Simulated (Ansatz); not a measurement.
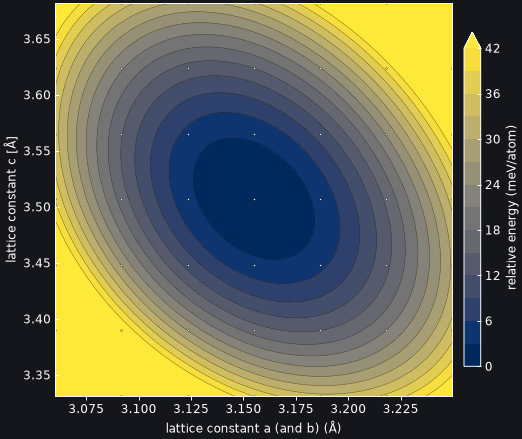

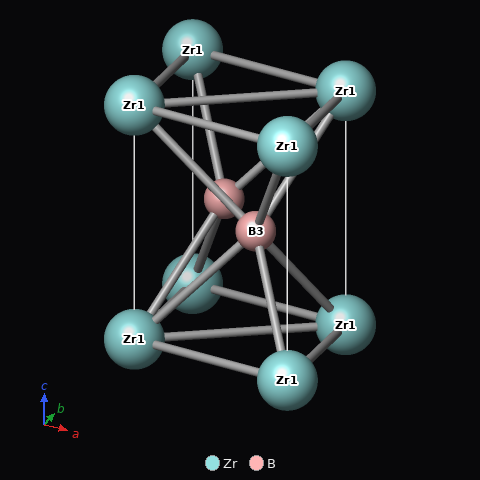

Energy landscape of ZrB2 (P6/mmm, No. 191; 3 atoms in the cell). The energy is mapped over the lattice constants a and c of the conventional cell. Coordinates scanned: (1) lattice constant a (and b); (2) lattice constant c. Nothing is relaxed (symmetry fixes all fractional coordinates). The grid has 7 × 7 points. Energies are in meV/atom, from the lowest grid point. The calculation used Ansatz 0.2.0, DFT PBEsol, scalar-relativistic, plane waves, PAW. Settings: cutoff 520 eV, k-mesh 15×15×12 in the order of the run's cell vectors, gaussian smearing 0.15 eV, no spin polarisation.

The picture shows filled contours, dots at the grid points, one colour for all values above the top of the scale. Between grid points the surface is interpolated. The second picture is the structure at the lowest point

Q: Summarise what can be read from the map.

A: The lowest grid point is at lattice constant a (and b) = 3.155 Å, lattice constant c = 3.507 Å. No other kind of well shows on this grid. The highest grid point, lattice constant a (and b) = 3.060 Å, lattice constant c = 3.331 Å, lies 108 meV/atom above the lowest. Round the minimum the valley is somewhat tilted: raising lattice constant a (and b) shifts the best value of lattice constant c downwards (coupling k₁₂/√(k₁₁k₂₂) about 0.3).

The input of one point:

```yaml
crystal:
  lattice:
    - [3.1548382285, 0.0, 0.0]
    - [-1.5774191143, 2.7321700507, 0.0]
    - [0.0, 0.0, 3.5067416443]
  atoms:
    - { symbol: Zr, position: [0.0, 0.0, 0.0] }
    - { symbol: B, position: [0.3333333333, 0.6666666667, 0.5] }
    - { symbol: B, position: [0.6666666667, 0.3333333333, 0.5] }
basis:
  ecutwfc: 520.0
kpoints:
  mp_grid: { grid: [15, 15, 12] }
hamiltonian:
  xc: pbesol
scf:
  occupations: { method: gaussian, width: 0.15 }
output:
  forces: true
  stress: true
  eigenvalues: true
```

Each point was launched as `ansatz run input.yaml --threads 1 --pin off --max-ram 2048MiB --backend cpu --events-out ev --progress --plain --runs-dir out`. Time for the 49 points that were run: 5.4 min on 1 thread of Arm Neoverse V1, on a shared host.
